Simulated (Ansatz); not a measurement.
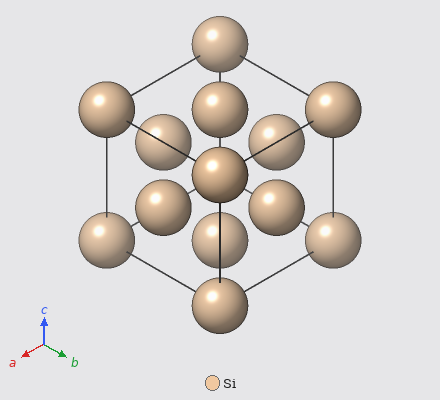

Si (Fm-3m, No. 225): the input geometry of an electronic-structure calculation (not necessarily at equilibrium); the starting structure was generated, so it need not be a known form of this composition.

```yaml
crystal:
  lattice:
    - [3.86557, 0.00000, 0.00000]
    - [0.00000, 3.86557, 0.00000]
    - [0.00000, 0.00000, 3.86557]
  atoms:
    - { symbol: Si, position: [0.00000, 0.00000, 0.00000] }
    - { symbol: Si, position: [0.00000, 0.50000, 0.50000] }
    - { symbol: Si, position: [0.50000, 0.00000, 0.50000] }
    - { symbol: Si, position: [0.50000, 0.50000, 0.00000] }
```

> What will a Z-contrast image along [111] show? Simulation: incoherent imaging, intensity Z^1.7 per atom, probe width 0.72 Å, thin sample. The probe carries 25 % of its weight in a tail 2.5 times as wide. The display is stretched by a gamma of 0.65; percentages refer to the linear signal. Shot noise and the speckle of an amorphous layer were added.

The columns repeat on a hexagonal net with a repeat of 1.58 Å (plane group p6mm). All columns are alike (Si). The shortest distance between visible columns is 1.58 Å in projection. Along the beam the structure repeats every 6.70 Å.

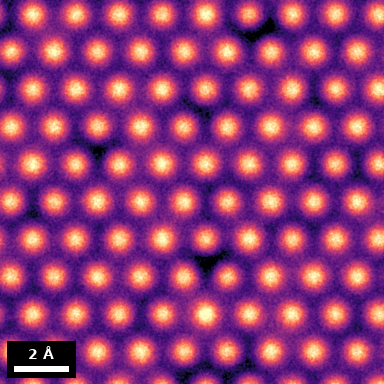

The simulated image.
